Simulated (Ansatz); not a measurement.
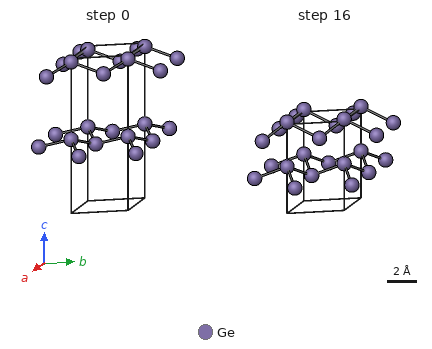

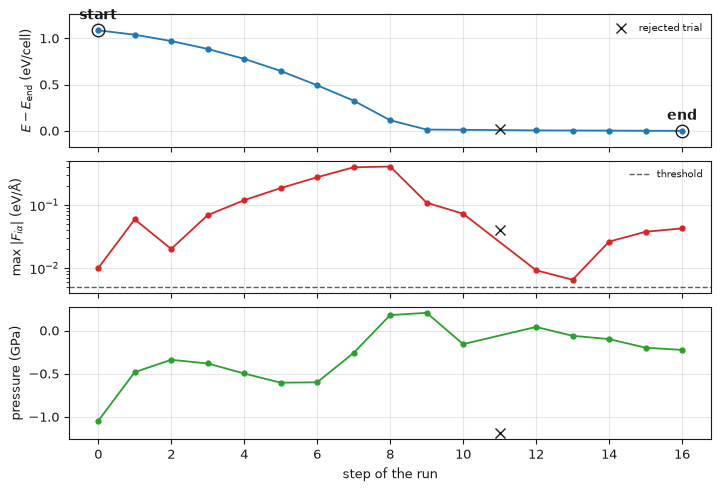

First and last geometry of a relaxation of a crystal of Ge (set up in P6_3mc), with the history of the run. Style: ball-and-stick. Shown: the cell of the calculation, slightly off an axis.

The calculation used DFT PBE+D3(BJ), scalar-relativistic, plane waves, PAW in Ansatz.

The input:
```yaml
crystal:
  lattice:
    - [4.0504045371, 0.0, 0.0]
    - [-2.0252022686, 3.5077532247, 0.0]
    - [0.0, 0.0, 10.993359]
  atoms:
    - { symbol: Ge, position: [0.0, 0.0, 0.977452] }
    - { symbol: Ge, position: [0.0, 0.0, 0.477452] }
    - { symbol: Ge, position: [0.33333333, 0.66666667, 0.914848] }
    - { symbol: Ge, position: [0.66666667, 0.33333333, 0.414848] }
basis:
  ecutwfc: 420
kpoints:
  mp_grid: { grid: [12, 12, 4] }
hamiltonian:
  xc: pbe
  dispersion: d3bj
scf:
  occupations: { method: gaussian, width: 0.1 }
output:
  forces: true
  stress: true
  eigenvalues: true
relax:
  adjacent_minimum: "off"
  f_tol: 0.005
  max_steps: 80
  cell: { stress_tol: 0.05 }
```

Command:
```bash
ansatz run input.yaml --threads 1 --pin off --max-ram 2560MiB --backend cpu --events-out ev --progress --plain --runs-dir out
```

Question: Did the run converge, and what did it change?

Answer: The run was cut off at its time limit before the relaxation converged, so the last structure is only a point on the way. The largest moves relative to the cell, 0.30 Å, are those of Ge1, Ge2, Ge3 and Ge4. Ge1 goes along +c. The volume changes by −42.3 %, with a = b 4.050 → 4.056 Å (+0.1 %), c 10.993 → 6.324 Å (−42.5 %). Some distances before and after: Ge1–Ge3 2.438 → 2.545 Å. Bond angles that change, for instance: Ge3–Ge1–Ge3 112.4° → 105.7°. The space group stays P6_3mc (No. 186). Over 15 accepted moves (16 points after the start) the energy falls by 1.087 eV per cell of the calculation. The largest force component goes from 0.01 to 0.043 eV/Å. Pressure: −1.05 GPa at the start and −0.22 GPa at the end. The line search rejected the trial step at point 11 of the run. The run took 7.6 min on 1 thread of AMD EPYC 7R43 64-Core Processor (Zen 3), on a shared host, peak memory 0.56 GiB.
